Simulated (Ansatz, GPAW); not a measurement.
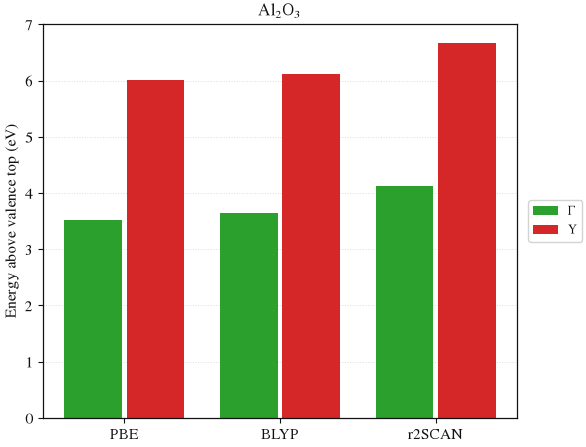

Lowest conduction level at each named k point, counted from the valence-band top at Γ, by several methods on one cell of Al2O3, space group Pnnm, 10 atoms in the cell; a = 4.61 Å, b = 9.56 Å, c = 3.12 Å, α = 90.00°, β = 90.00°, γ = 90.00°. All runs are without spin-orbit coupling and carry no moments. In reduced coordinates of the cell that was run, Y is (0.5, 0, 0).

```csv
method,program,Γ (eV),Y (eV)
PBE,Ansatz,3.52,6.01
BLYP,Ansatz,3.64,6.11
r2SCAN,Ansatz,4.12,6.67
```

> Estimate the TB-mBJ values. It was run as: TB-mBJ, GPAW PAW data sets for LDA (gpaw-data 1.2.1), 4×2×6 k mesh, 800 eV cutoff, Fermi-Dirac smearing of 0.05 eV (GPAW).

A meta-GGA of this kind opens the gap over the LDA and GGA values shown, the highest of which is 3.64 eV (BLYP) at Γ. TB-mBJ gives 5.92 eV at Γ and 8.29 eV at Y, which is +2.40 eV from PBE at Γ.

> How do the methods rank at Γ?

From low to high: PBE 3.52, BLYP 3.64, r2SCAN 4.12, TB-mBJ 5.92 eV.

> Do the methods agree on which of these conduction levels is lowest?

Yes: all put it at Γ.

Settings. PBE: Ansatz PAW, 6×3×9 k mesh, 420 eV cutoff, Fermi-Dirac smearing of 0.05 eV (Ansatz 0.2.0). BLYP: Ansatz PAW, 6×3×9 k mesh, 420 eV cutoff, Fermi-Dirac smearing of 0.05 eV (Ansatz 0.2.0). r2SCAN: Ansatz PAW, 6×3×9 k mesh, 500 eV cutoff, Fermi-Dirac smearing of 0.05 eV (Ansatz 0.2.0).

These are four of the 12 methods that were run on this cell. The runs come from different programs and meshes, which adds differences of its own. The usual form of Al2O3 is corundum. LDA, GGA and most meta-GGA functionals understate gaps. BLYP, r2SCAN and TB-mBJ: the PAW data sets were made with another functional. TB-mBJ: this is a model potential built to give gaps, with no total energy.
